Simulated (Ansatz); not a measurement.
Ge

```cif
data_structure
_symmetry_space_group_name_H-M 'P 1'
_symmetry_Int_Tables_number 1
_cell_length_a 6.9185
_cell_length_b 2.8739
_cell_length_c 4.9980
_cell_angle_alpha 90.000
_cell_angle_beta 130.232
_cell_angle_gamma 90.000
_cell_volume 75.87
loop_
_atom_site_label
_atom_site_type_symbol
_atom_site_fract_x
_atom_site_fract_y
_atom_site_fract_z
_atom_site_occupancy
Ge1 Ge 0.00000 0.31406 0.25000 1
Ge2 Ge 0.50000 0.81406 0.25000 1
Ge3 Ge 0.00000 0.68594 0.75000 1
Ge4 Ge 0.50000 0.18594 0.75000 1
```

Space group C2/c; a structure from a database of computed crystals, not necessarily the ambient phase; changed on purpose from its base cell (strain -0.1000 x Voigt [0, 0, 0, 0, 0, 1], atoms carried along).

Computed with DFT r2SCAN, scalar-relativistic, plane waves, PAW in Ansatz.

Core electrons are frozen (PAW), and the valence fields are smoothed inside the atomic spheres.

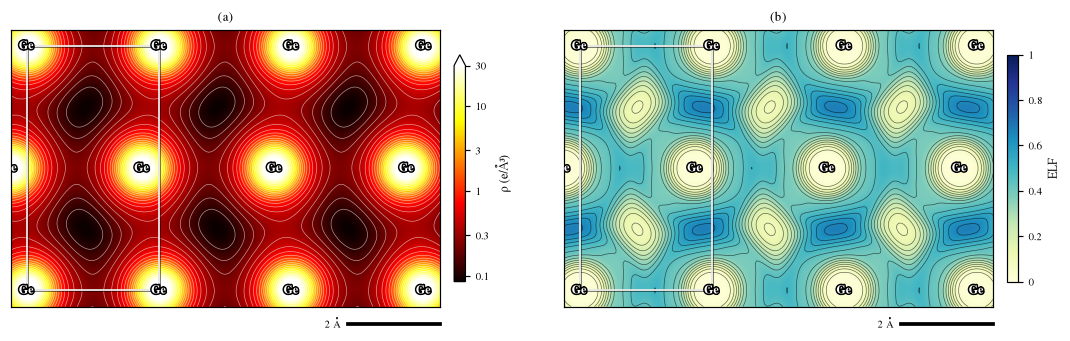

Figure 1. (a) valence electron density; (b) ELF on the (101̄) plane of the conventional cell.

> Interpret the plot.

Atoms in the plane: Ge. Ge–Ge (2.68 Å): the density is about 0.34 e/Å³ at the midpoint; the ELF peaks at about 0.65 between the atoms. Ge–Ge (2.87 Å): ρ is about 0.24 e/Å³ halfway; the ELF is about 0.50 at the midpoint. Between the atoms the lowest density in this plane is 0.09 e/Å³.

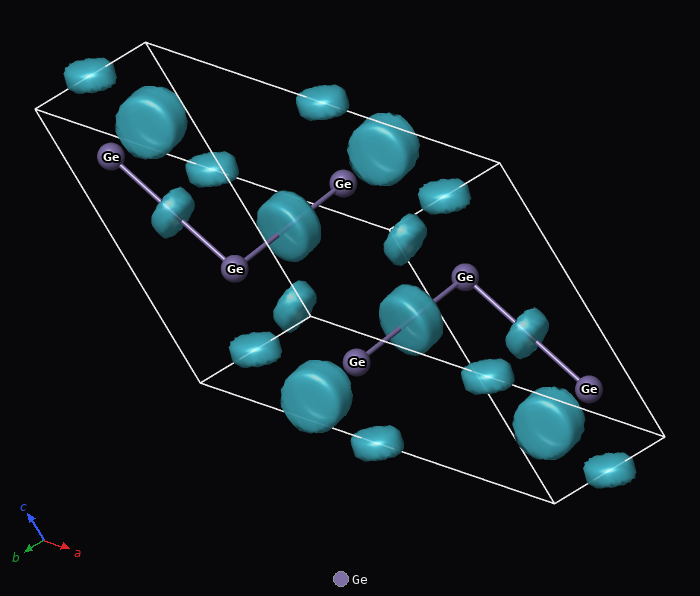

Figure 2. Isosurface of the ELF at 0.55 (cyan), seen at an oblique angle. Only the valence region is drawn (cores and ρ < 0.01 e/Å³ removed). Sticks mark near contacts.

> Where are the electrons localised?

At this value the surface marks out eight regions between bonded Ge–Ge atoms, counted in one cell of 4 atoms. Any copies at cell faces, edges or corners count once.

> Metal or insulator at this level of theory?

It is gapless in this calculation (a metal or semimetal).
